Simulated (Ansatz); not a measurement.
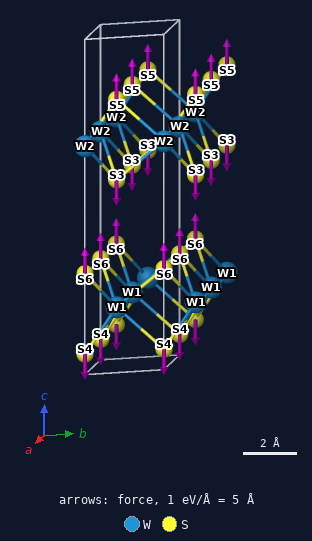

Starting geometry of crystalline WS$_{2}$ (set up in P6_3/mmc) with the computed forces as purple arrows. The picture is a ball-and-stick view of the cell of the calculation, repeated 3 × 2 × 1 with one cell outlined, seen slightly off an axis.

Theory: DFT PBE, scalar-relativistic, plane waves, PAW (Ansatz).

Input
```yaml
crystal:
  lattice:
    - [3.1842228922, 0.0, 0.0]
    - [-1.5921114461, 2.757617916, 0.0]
    - [0.0, 0.0, 12.97828236]
  atoms:
    - { symbol: W, position: [0.33333333, 0.66666667, 0.25] }
    - { symbol: W, position: [0.66666667, 0.33333333, 0.75] }
    - { symbol: S, position: [0.33333333, 0.66666667, 0.62980494] }
    - { symbol: S, position: [0.66666667, 0.33333333, 0.12980494] }
    - { symbol: S, position: [0.33333333, 0.66666667, 0.87019506] }
    - { symbol: S, position: [0.66666667, 0.33333333, 0.37019506] }
basis:
  ecutwfc: 420
kpoints:
  mp_grid: { grid: [12, 12, 2] }
hamiltonian:
  xc: pbe
scf:
  occupations: { method: gaussian, width: 0.02 }
output:
  forces: true
  stress: true
  eigenvalues: true
relax:
  adjacent_minimum: "off"
  f_tol: 0.005
  max_steps: 80
  cell: { stress_tol: 0.05 }
```

Launched with:
```bash
ansatz run input.yaml --threads 1 --pin off --max-ram 2560MiB --backend cpu --events-out ev --progress --plain --runs-dir out
```

Question: Is this structure relaxed? If not, where do the atoms go?

Answer: It isn't relaxed: the largest force vector, on S atoms, is 0.20 eV/Å. Measured relative to the changing cell, the final displacements run against the starting forces (cosine between the two patterns −1.00). The largest moves relative to the cell, 0.22 Å, are those of S3, S4, S5 and S6. S3 goes along +c. W stays in place. The volume changes by +14.8 %, with a = b 3.184 → 3.188 Å (+0.1 %), c 12.978 → 14.871 Å (+14.6 %). Some distances before and after: W1–S4 2.411 → 2.420 Å. The space group stays P6_3/mmc (No. 194). The energy falls by 39.4 meV per cell of the calculation in 10 accepted moves (12 points after the start). Largest force component: 0.2 eV/Å at the start, under 0.0001 eV/Å at the end. The pressure goes from 1.76 to 0.00 GPa. The SCF was repeated twice at an unchanged geometry on a basis and grid sized afresh for the cell, which shifted the energy by 3.6 meV per cell of the calculation at most.
